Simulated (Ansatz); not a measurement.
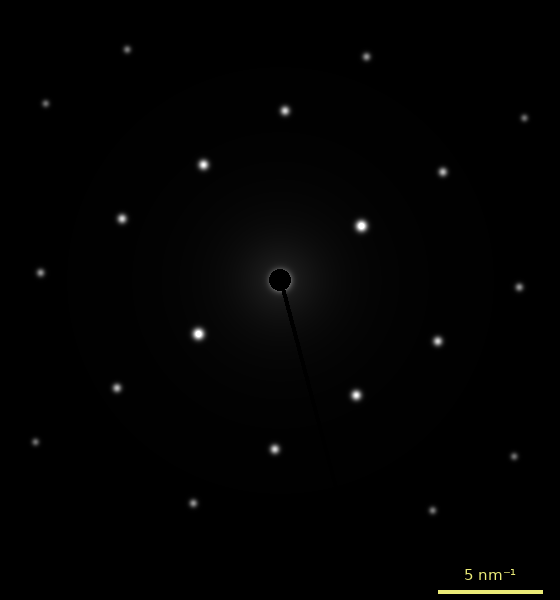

The pattern is a kinematic simulation for 100 kV electrons (no multiple scattering; isotropic B = 0.8 Å²).

It belongs to Ru, space group Im-3m (No. 229), a = 3.001 Å. Structure: the input geometry of an electronic-structure calculation (not necessarily at equilibrium); the starting structure was generated, so it need not be a known form of this composition.

Question: Measure the pattern against the scale bar and name the zone.

Answer: The spots form a rectangular net whose two shortest vectors correspond to d = 2.12 Å and 1.50 Å, 90.0° apart. They index as 1 -1 0 and 0 0 2, so the zone axis is ±[110] (or an equivalent direction of <110>).

Question: Which reflections of this zone are missing, and why?

Answer: The lattice centring (I) removes all reflections that break h + k + l = 2n.
